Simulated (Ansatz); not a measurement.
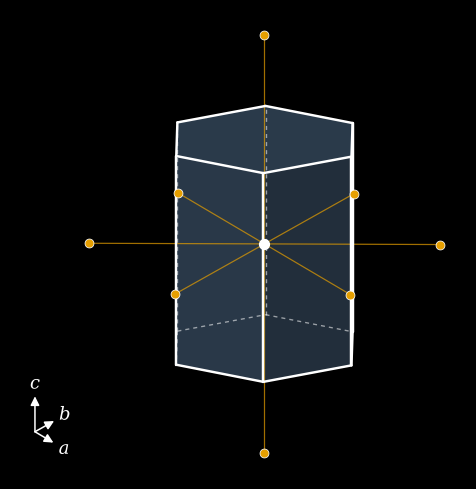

For WSe, the end point of a relaxation with DFT PBE, scalar-relativistic, plane waves, PAW in Ansatz 0.2.0; the starting structure was generated, so it need not be a known form of this composition: the Wigner–Seitz cell of the crystal's lattice, with lines to the lattice points that define its faces. All values are computed from the atomic coordinates in the standard setting (tolerance 0.002 Å).

a = 4.073 Å, b = 4.073 Å, c = 5.144 Å, α = 90.00°, β = 90.00°, γ = 120.00°; space group No. 194, P6₃/mmc.

Describe the polyhedron.

Answer. A hexagonal prism: 8 faces (6 with 4 edges, 2 with 6 edges), 18 edges, 12 vertices. Its volume is that of the primitive cell, 73.9 Å³.

Which lattice vectors do the faces bisect?

Answer.
| example | length (Å) | faces | edges of each | area (Å²) |
| --- | --- | --- | --- | --- |
| a + b | 4.07 | 6 | 4 | 12.1 |
| c | 5.14 | 2 | 6 | 14.4 |
